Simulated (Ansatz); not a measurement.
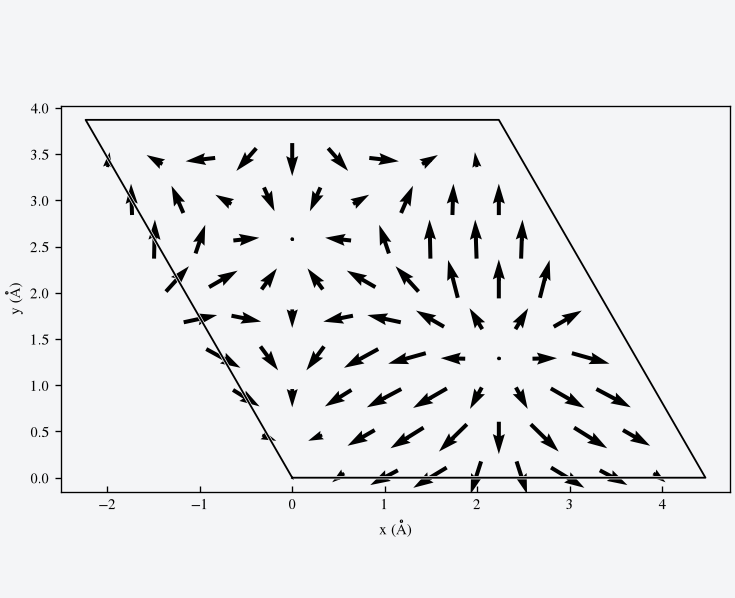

Si on a W(111) slab cut from the Im-3m phase, its upper half relaxed before the scan (6 atoms of substrate and one adsorbate in a 1 × 1 cell). Si is moved over the surface cell at a fixed height above a rigid substrate; the origin of the map has the adsorbate above W6; the height is held at 3.10 Å. Places are given modulo a cell vector. The map is drawn in real space over the plane of the surface. The scan uses a 9 × 9 grid; 19 points were computed and 62 follow by symmetry. The runs have no spin polarisation, so an open-shell adsorbate far from the surface lies too high. With one adsorbate in each 1 × 1 cell, its nearest image is 4.5 Å away, so neighbouring adsorbates interact. At a fixed height the lowest place need not be the adsorption site. Method: DFT PBE+D3(BJ), scalar-relativistic, plane waves, PAW in Ansatz 0.2.0. Settings: cutoff 420 eV, k-mesh 6×6×1, gaussian smearing 0.1 eV, no spin polarisation.

In the figure: dots at the grid points, arrows along the force (downhill), their lengths compressed, the outline of one cell of the plane.

### The arrows alone are given. Where are the wells?

The arrows converge at the top site over a surface W atom, (0/9, 0/9) of the cell vectors; a threefold hollow over a second-layer W atom, (3/9, 6/9) of the cell vectors (46 meV up) (read from the interpolated surface).

The energy map of the same scan:

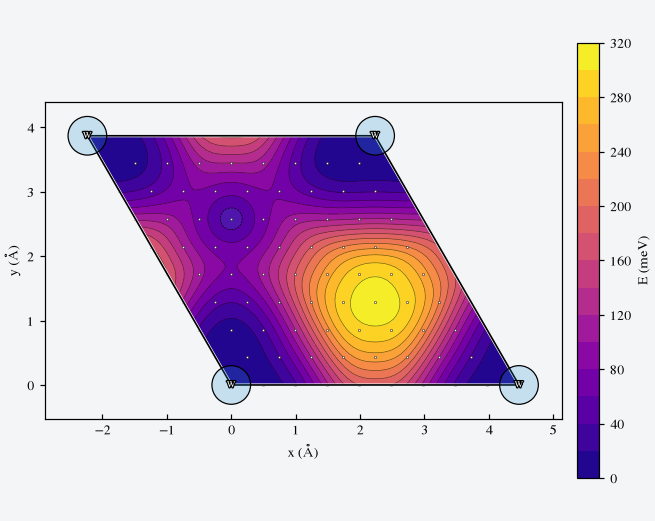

Energies are in meV, from the lowest grid point; between grid points the surface is interpolated.

PAW datasets: the set soft_1.
